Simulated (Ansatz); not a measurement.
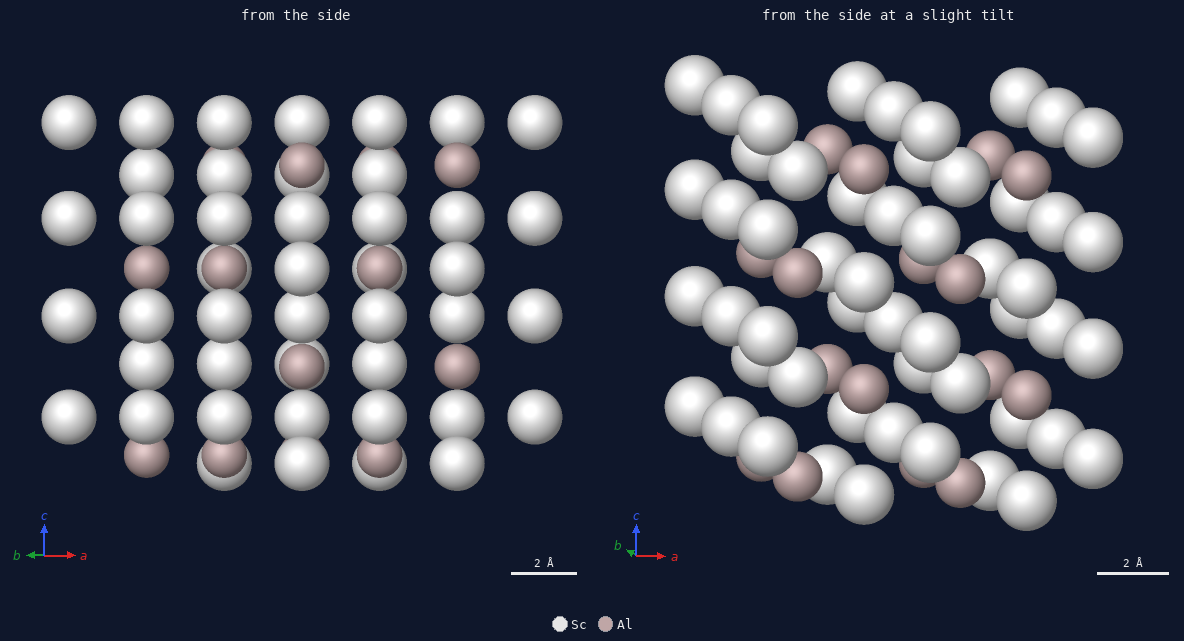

A spheres-only picture of a periodic slab, seen from the side and from the side at a slight tilt. The surface normal points up in side views; the vacuum is left out. 2×2 cells are drawn in the plane, with atoms at the edges repeated.

The cell holds 8 Sc, 4 Al. The slab was cut from bulk Sc2Al (P6_3/mmc).

Q: Name the terminations.

A: The top face ends in Sc, the bottom face in Al and Sc. The faces differ, so the slab can carry a dipole.

Q: How far does the slab extend along the normal?

A: About 11 Å from the lowest to the highest atom.

Q: State the number of planes and their content from above.

A: Eight planes: Sc / ScAl / Sc / ScAl / Sc / ScAl / Sc / ScAl.

Q: Which (hkl) is this?

A: (0 0 1).

The numbers come from DFT PBEsol, scalar-relativistic, plane waves, PAW (Ansatz 0.2.0), using 420 eV cutoff, 9×9×1 k-mesh, Gaussian smearing of 0.1 eV, no spin polarisation.

Q: How much energy takes an electron from the Fermi level to the vacuum on each side?

A: 2.75 eV at the top and 3.65 eV at the bottom.

The model was built from a structure listed in the Materials Project, from which a slab was cut. The atoms were relaxed in a fixed cell with DFT PBEsol, scalar-relativistic, plane waves, PAW (Ansatz 0.2.0).
